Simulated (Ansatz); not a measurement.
# LiF (Fm-3m): refractive index against wavelength

The refractive index of LiF (Fm-3m) below the direct gap (9.09 eV on the mesh) is read from one computed spectrum, n = √(Re ε).

It takes space group Fm-3m (No. 225, cubic). The conventional cell has a = 4.028 Å, b = 4.028 Å, c = 4.028 Å, α = 90.00°, β = 90.00°, γ = 90.00°. F on site b has 6 Li at 2.01 Å as nearest neighbours. Li on site a is surrounded by 6 F at 2.01 Å.

Method: Ansatz 0.2.0, PBE, independent particles, k-mesh 16×16×16 with interpolation inside its cells, Gaussian parameter 0.2 eV.

Launch of the response step: `ansatz run input.yaml --threads 4 --pin off --max-ram 8192MiB --backend cpu --events-out ev --progress --plain --runs-dir out`. The run took 2 s, on 4 threads of Intel(R) Xeon(R) 6975P-C (Granite Rapids), with other jobs on the host.

```
wavelength (nm)  photon energy E (eV)       n
            532                 2.331  1.4534
            450                 2.755  1.4571
            405                 3.061       ?
            365                 3.397  1.4642
            308                 4.025  1.4729
            266                 4.661  1.4841
            248                 4.999  1.4911
```

In the single-oscillator model n² − 1 = E₀E_d/(E₀² − E²), so 1/(n² − 1) = E₀/E_d − E²/(E₀E_d) is linear in E².

Working, on the rows shown:

| x = E² (eV²) | y = 1/(n² − 1) |
| --- | --- |
| 5.43137 | 0.89898 |
| 7.59115 | 0.890361 |
| 11.5384 | 0.874216 |
| 16.2043 | 0.855114 |
| 21.7255 | 0.831564 |
| 24.9936 | 0.817408 |

Means: x̄ = 14.581, ȳ = 0.86127. Σ(x − x̄)(y − ȳ) = -1.267, Σ(x − x̄)² = 303.9. Slope = -1.267 / 303.9 = -0.004168; intercept = ȳ − slope · x̄ = 0.92204. Turned back into n, the line misses the rows shown by at most 0.00028.

Q: What does the fit predict for the withheld row, and how well does it do?

A: At x = 9.3718 the line gives y = 0.88298, that is 1.4603. The run gave 1.4603, so the interpolation holds to the digits printed.

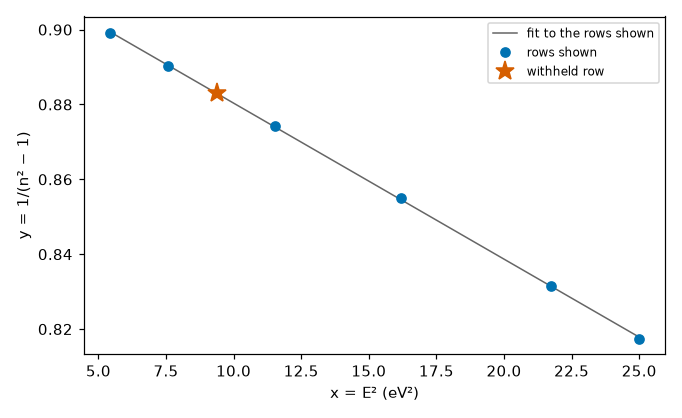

Refitted with all rows, the slope is -0.004168 and the intercept 0.92205. These give E₀ = √(intercept/−slope) = 14.87 eV and E_d = E₀/intercept = 16.1 eV; E₀ is 1.6 times the direct gap. The electronic limit at long wavelengths, without lattice vibrations, is n = √(1 + 1/intercept) = 1.444. Excitons are left out and so are local fields; PBE gaps are as a rule too small.

[Logs are printed without paths, hosts, clocks, repeated set-up lines and the standing remarks that a program may print on its own settings, such as how far it seeks lower states.]
